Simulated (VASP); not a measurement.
# RPA total energies of ZnSe (Stilleite), part 6 of 6

Aim: total energies of ZnSe (Stilleite) from exact exchange and RPA correlation, beside cheaper functionals. The scan starts from a database cell, scaled to the smallest volume of the series. The cell is of the zinc-blende type, one of the forms listed for this formula. The start is a cell from a database of measured crystal structures.

VASP 6.6.1, plane waves and PAW; the level of theory is named at each step.

So far. Step 31 (Exact exchange, volume ratio 1.06): The Hartree-Fock energy on these orbitals is -5.4320 eV an atom. Step 32 (Empty bands, volume ratio 1.06): WAVECAR now holds 792 bands for 18 electrons.

## 33. RPA correlation, volume ratio 1.06

This step: RPA correlation on LDA orbitals; plane waves and PAW (Se_GW, Zn_GW) (VASP 6.6.1).

RPA correlation at this point.

File INCAR:

```
SYSTEM = ZnSe
PREC = Accurate
ENCUT = 370
ISMEAR = 0
SIGMA = 0.05
LREAL = .FALSE.
GGA = CA
NBANDS = 792
ALGO = ACFDT
ENCUTGW = 160
NOMEGA = 12
PRECFOCK = Fast
LWAVE = .FALSE.
LCHARG = .FALSE.
```

File POSCAR:

```
ZnSe
1.0
    0.0000000000      2.8893788162      2.8893788162
    2.8893788162      0.0000000000      2.8893788162
    2.8893788162      2.8893788162      0.0000000000
Se Zn
1 1
Direct
    0.7500000000      0.7500000000      0.7500000000
    0.0000000000      0.0000000000      0.0000000000
```

File KPOINTS:

```
Automatic mesh
0
Gamma
5 5 5
0 0 0
```

PAW data sets: Se_GW and Zn_GW (LDA family, release 64).

Run with:

```
$ mpirun -np 4 vasp_std
```

Log:

```text
[banner, memory and clock lines left out]
running    4 mpi-ranks, on    1 nodes
[...]
LDA part: xc-table for (Slater(with rela. corr.)+CA(PZ))
 , standard interpolation
 found WAVECAR, reading the header
 POSCAR, INCAR and KPOINTS ok, starting setup
[...]
reading WAVECAR
 the WAVECAR file was read successfully
 initial charge from wavefunction
 available memory per node:    124.55 GB, setting MAXMEM to    127540

 The Fermi energy was updated, please check that it is located mid-gap
 values below the HOMO (VB) or above the LUMO (CB) will cause erroneous energies
 E-fermi :   2.3966

 the WAVEDER file was read successfully
 set NWRITE>2 for more details about minimax calculation
 number of imaginary grid points requested:      12
 number of distinct grids requested:  1
 quadrature errors minimized for energies in [ 0.823E+00, 0.375E+03 ]
 bosonic grid (T=0, re) determined with error: 0.2387E-06
 bosonic grid (re): 0.2387E-06
       0.2040       0.6687       1.3252       2.3825       4.2072
[...]
NQ=   4    0.2000    0.2000    0.0000,
|.........|.........|.........|.........
 performed      42268000 updates of chi_q(r,r)
 total number of BLAS operations      17235.90 Gflops
NQ=   5    0.4000    0.2000    0.0000,
|.........|.........|.........|.........
 performed      52835000 updates of chi_q(r,r)
 total number of BLAS operations      21290.55 Gflops
NQ=   6   -0.4000    0.2000    0.0000,
|.........|.........|.........|.........
 performed      63402000 updates of chi_q(r,r)
 total number of BLAS operations      25494.68 Gflops
NQ=   7   -0.2000    0.2000    0.0000,
|.........|.........|.........|.........
 performed      73969000 updates of chi_q(r,r)
 total number of BLAS operations      29661.18 Gflops
NQ=   8    0.4000    0.4000    0.0000,
|.........|.........|.........|.........
 performed      84536000 updates of chi_q(r,r)
 total number of BLAS operations      33678.89 Gflops
NQ=   9   -0.4000    0.4000    0.0000,
|.........|.........|.........|.........
 performed      95103000 updates of chi_q(r,r)
 total number of BLAS operations      37920.80 Gflops
NQ=  10   -0.4000    0.4000    0.2000,
|.........|.........|.........|.........
 performed     105670000 updates of chi_q(r,r)
 total number of BLAS operations      42012.57 Gflops
 entering main loop
```

Elapsed: 6.7 min, on 4 MPI ranks of Intel Xeon Platinum 8488C (Sapphire Rapids), shared host; peak memory 2 GiB; 27 min of CPU time.

OUTCAR, selected parts (step 33):

```text
      cutoff energy     smooth cutoff   RPA   correlation   Hartree contr. to MP2
---------------------------------------------------------------------------------
            160.000           128.000      -16.9311379896      -27.1502591836
            152.381           121.905      -16.6912389657      -26.7319665272
            145.125           116.100      -16.4440194745      -26.3039864562
            138.214           110.571      -16.1872078405      -25.8630509315
            131.632           105.306      -15.9257734411      -25.4183464665
            125.364           100.291      -15.6562430718      -24.9645218228
            119.394            95.516      -15.3830264854      -24.5094789537
            113.709            90.967      -15.1053269248      -24.0523675981
  linear regression

[... 2 parts as in an earlier step ...]

[... 2 further parts left out ...]
[key lines of the parts left out:]
E-fermi :   2.3966
```

Extrapolated by the program to an infinite response cutoff, the correlation energy is -9.8092 eV an atom, +28 meV against the point before. With exact exchange the total is -15.2412 eV an atom.

## 34. Comparison: r2SCAN, volume ratio 1.06

This step: r2SCAN; plane waves and PAW (Se_GW, Zn_GW) (VASP 6.6.1).

The comparison at this point.

File INCAR:

```
SYSTEM = ZnSe
PREC = Accurate
ENCUT = 370
EDIFF = 1E-06
NELM = 100
ISMEAR = 0
SIGMA = 0.05
LREAL = .FALSE.
ALGO = Normal
METAGGA = R2SCAN
LASPH = .TRUE.
NBANDS = 15
LWAVE = .FALSE.
LCHARG = .FALSE.
KPAR = 4
```

POSCAR is that of step 33.

KPOINTS is that of step 33.

Run with:

```
$ mpirun -np 4 vasp_std
```

Log:

```text
[... set-up lines as in an earlier step ...]
 entering main loop
       N       E                     dE             d eps       ncg     rms          rms(c)
DAV:   1    -0.179415963476E+03   -0.17942E+03   -0.72589E+03   321   0.159E+03
DAV:   2    -0.287851630427E+03   -0.10844E+03   -0.10142E+03   377   0.266E+02
DAV:   3    -0.294262013842E+03   -0.64104E+01   -0.63632E+01   377   0.688E+01
DAV:   4    -0.294410727540E+03   -0.14871E+00   -0.14868E+00   444   0.847E+00
[...]
DAV:  12    -0.291332004545E+03    0.16711E-04   -0.70819E-05   483   0.212E-01    0.687E-03
DAV:  13    -0.291331998092E+03    0.64531E-05   -0.48021E-06   468   0.871E-02    0.345E-03
DAV:  14    -0.291331998303E+03   -0.21145E-06   -0.35917E-06   272   0.667E-02
   1 F= -.29133200E+03 E0= -.29133200E+03  d E =-.154080E-18
```

The job ended after 9.6 s (4 MPI ranks; peak memory 0.57 GiB).

From OUTCAR (step 34):

```text
  Total       -1.0508433     -1.0508433     -1.0508433      0.0000000      0.0000000      0.0000000
  in kB      -34.8983666    -34.8983666    -34.8983666      0.0000000      0.0000000      0.0000000
  external PRESSURE =     -34.8983666 kB  Pullay stress =       0.0000000 kB

 POSITION                                       TOTAL-FORCE (eV/Angst)
 -----------------------------------------------------------------------------------
      4.33407      4.33407      4.33407         0.000000     -0.000000      0.000000
      0.00000      0.00000      0.00000        -0.000000      0.000000     -0.000000
 -----------------------------------------------------------------------------------
    total drift:                                0.000003      0.000003      0.000001

  FREE ENERGIE OF THE ION-ELECTRON SYSTEM (eV)
  ---------------------------------------------------
  free  energy   TOTEN  =      -291.3319983034 eV

  energy  without entropy=     -291.3319983034  energy(sigma->0) =     -291.33199830

[... 2 parts as in an earlier step ...]

[... 1 further part left out ...]
[key lines of the parts left out:]
E-fermi :   2.2619
```

Its energy is -145.6660 eV an atom, on a zero of its own.

## 35. Orbitals for comparison: HSE06, volume ratio 1.06

This step: LDA; plane waves and PAW (Se_GW, Zn_GW) (VASP 6.6.1).

Starting orbitals, as before.

File INCAR:

```
SYSTEM = ZnSe
PREC = Accurate
ENCUT = 370
EDIFF = 1E-05
NELM = 100
ISMEAR = 0
SIGMA = 0.05
LREAL = .FALSE.
ALGO = Normal
GGA = CA
NBANDS = 15
LORBIT = 11
LWAVE = .TRUE.
LCHARG = .FALSE.
KPAR = 4
```

POSCAR is that of step 34.

KPOINTS is that of step 34.

Run with:

```
$ mpirun -np 4 vasp_std
```

Log:

```text
[... set-up lines as in an earlier step ...]
 entering main loop
       N       E                     dE             d eps       ncg     rms          rms(c)
[... 10 cycles as in an earlier step ...]
DAV:  11    -0.725838243625E+01   -0.20849E-05   -0.37168E-06   185   0.624E-02
   1 F= -.72583824E+01 E0= -.72583824E+01  d E =-.185415E-17
 writing wavefunctions
```

Run time: 2 s. Hardware: 4 MPI ranks; peak memory 0.5 GiB.

OUTCAR, selected parts (step 35):

```text
  Total       -1.7884082     -1.7884082     -1.7884082      0.0000000     -0.0000000     -0.0000000
  in kB      -59.3927995    -59.3927995    -59.3927995      0.0000000     -0.0000000     -0.0000000
  external PRESSURE =     -59.3927995 kB  Pullay stress =       0.0000000 kB

 POSITION                                       TOTAL-FORCE (eV/Angst)
 -----------------------------------------------------------------------------------
      4.33407      4.33407      4.33407        -0.000000      0.000000     -0.000000
      0.00000      0.00000      0.00000         0.000000     -0.000000      0.000000
 -----------------------------------------------------------------------------------
    total drift:                                0.000000      0.000000      0.000000

  FREE ENERGIE OF THE ION-ELECTRON SYSTEM (eV)
  ---------------------------------------------------
  free  energy   TOTEN  =        -7.2583824362 eV

  energy  without entropy=       -7.2583824362  energy(sigma->0) =       -7.25838244

[... 2 parts as in an earlier step ...]

[... 1 further part left out ...]
[key lines of the parts left out:]
E-fermi :   2.2745
```

The run ends at a pressure of -5.94 GPa.

## 36. Comparison: HSE06, volume ratio 1.06

This step: HSE06; plane waves and PAW (Se_GW, Zn_GW) (VASP 6.6.1).

The comparison at this point.

File INCAR:

```
SYSTEM = ZnSe
PREC = Accurate
ENCUT = 370
EDIFF = 1E-06
NELM = 100
ISMEAR = 0
SIGMA = 0.05
LREAL = .FALSE.
ALGO = Normal
LHFCALC = .TRUE.
AEXX = 0.25
GGA = PE
HFSCREEN = 0.2
LASPH = .TRUE.
NBANDS = 15
PRECFOCK = Fast
LWAVE = .FALSE.
LCHARG = .FALSE.
KPAR = 4
```

POSCAR is that of step 35.

KPOINTS is that of step 35.

The run starts from files that an earlier step left in the folder.

Run with:

```
$ mpirun -np 4 vasp_std
```

Log:

```text
[... set-up lines as in an earlier step ...]
 entering main loop
       N       E                     dE             d eps       ncg     rms          rms(c)
DAV:   1    -0.744667822181E+01   -0.74467E+01   -0.12305E+00   442   0.504E+01    0.153E+00
DAV:   2    -0.739278565262E+01    0.53893E-01   -0.28557E-01   405   0.212E+01    0.475E-01
DAV:   3    -0.739308200836E+01   -0.29636E-03   -0.19127E-02   427   0.347E+00    0.209E-01
DAV:   4    -0.739227561288E+01    0.80640E-03   -0.21836E-03   473   0.145E+00    0.124E-01
DAV:   5    -0.739223605063E+01    0.39562E-04   -0.34098E-04   471   0.298E-01    0.768E-02
DAV:   6    -0.739220778168E+01    0.28269E-04   -0.35494E-05   440   0.123E-01    0.455E-02
DAV:   7    -0.739219611913E+01    0.11663E-04   -0.81734E-06   360   0.378E-02    0.272E-02
DAV:   8    -0.739219360029E+01    0.25188E-05   -0.33507E-06   431   0.130E-02    0.166E-02
DAV:   9    -0.739219326810E+01    0.33220E-06   -0.91187E-07   262   0.896E-03
   1 F= -.73921933E+01 E0= -.73921933E+01  d E =-.105549E-11
```

The job ended after 48 s (4 MPI ranks; peak memory 0.97 GiB).

OUTCAR, selected parts (step 36):

```text
 POSITION                                       TOTAL-FORCE (eV/Angst)
 -----------------------------------------------------------------------------------
      4.33407      4.33407      4.33407        -0.000000     -0.000000     -0.000000
      0.00000      0.00000      0.00000         0.000000      0.000000      0.000000
 -----------------------------------------------------------------------------------
    total drift:                                0.000207      0.000135      0.000097

  FREE ENERGIE OF THE ION-ELECTRON SYSTEM (eV)
  ---------------------------------------------------
  free  energy   TOTEN  =        -7.3921932681 eV

  energy  without entropy=       -7.3921932681  energy(sigma->0) =       -7.39219327

[... 2 parts as in an earlier step ...]

[... 1 further part left out ...]
[key lines of the parts left out:]
E-fermi :   1.8555
```

Its energy is -3.6961 eV an atom, on a zero of its own.

## 37. Summary

This step: exact exchange and RPA correlation on LDA orbitals, beside r2SCAN, beside HSE06; plane waves and PAW (VASP 6.6.1).

No new run; the numbers come from the runs before.

Numbers from this step:

```
equilibrium volume, EXX+RPA : 22.48 Å³/atom
bulk modulus                : 66.02 GPa
```

Energy above the lowest point against volume; values in meV/atom:

| volume (Å³/atom) | LDA | EXX | EXX+RPA | r2SCAN | HSE06 |
| --- | --- | --- | --- | --- | --- |
| 20.94 | 5.86 | 128 | 26.2 | 33.9 | 49.5 |
| 21.85 | 0 | 65.0 | 3.62 | 7.08 | 16.3 |
| 22.53 | 6.54 | 32.9 | 0 | 0 | 3.30 |
| 23.21 | 20.9 | 12.3 | 4.09 | 1.70 | 0 |
| 24.12 | 49.9 | 0 | 20.2 | 15.2 | 7.43 |

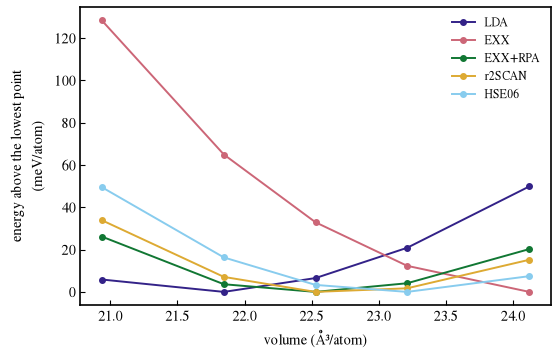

Energy above the lowest point, plotted against volume.

Cost is wall time times ranks on a shared host; the EXX and RPA rows hold the orbitals run too, the hybrid row not its starting run, and runs of a few seconds are mostly start-up. Fits of the equation of state:

| level | V0 (Å³/atom) | B0 (GPa) | fit error (meV/atom) | minimum inside the series | cost a point (core minutes) |
| --- | --- | --- | --- | --- | --- |
| LDA | 21.68 | 71.26 | 0.005337 | yes | 0.15 |
| EXX | 24.41 | 64.88 | 0.008596 | no | 1.81 |
| EXX+RPA | 22.48 | 66.02 | 0.1356 | yes | 25.27 |
| r2SCAN | 22.72 | 65.59 | 0.02187 | yes | 0.68 |
| HSE06 | 23.16 | 64.58 | 0.1009 | yes | 3.17 |

## 38. Outcome

| Item | Value |
| --- | --- |
| LDA | V0 21.68 Å³/atom, B0 71.3 GPa |
| EXX | V0 24.41 Å³/atom, B0 64.9 GPa (outside the series) |
| EXX+RPA | V0 22.48 Å³/atom, B0 66.0 GPa |
| r2SCAN | V0 22.72 Å³/atom, B0 65.6 GPa |
| HSE06 | V0 23.16 Å³/atom, B0 64.6 GPa |

Exact exchange with RPA correlation puts the minimum at 22.48 Å³ an atom, with a bulk modulus of 66.0 GPa. LDA puts the volume 3.5 % below EXX+RPA, at roughly 1/168 of its cost. r2SCAN puts the volume 1.1 % above EXX+RPA, at roughly 1/37 of its cost. HSE06 puts the volume 3.0 % above EXX+RPA, at roughly 1/8 of its cost. Exact exchange and correlation are taken on one coarse mesh and aren't self-consistent; the correlation energy is extrapolated in the response cutoff by the program, which at the first volume adds -1365 meV an atom to the value at the highest cutoff and varies with the volume; a small fit error says nothing about that part. NBANDS follows the largest plane-wave count of any k point, which rises in steps with the volume. The cheaper functionals share the mesh, and the fits are third-order Birch-Murnaghan curves. Not tabulated here, as repeats of values shown or as unfit to read for their mesh, reference level or band range: eps2 curves (empty bands); eps1 curves and static values (empty bands); gaps (empty bands).

[Lines on the potential files, build, host, timing and source positions are cut from VASP's logs without a mark.]

[Logs are printed without paths, hosts, clocks, repeated set-up lines and the standing remarks that a program may print on its own settings, such as how far it seeks lower states.]

[Hosts, paths, dates, database ids (printed as entryN), source tags and the programs' standing remarks are cut or masked in the printed files.]

[Pressures printed for these runs are not shown converged in the cutoff: they can be off by several GPa and have the wrong sign.]
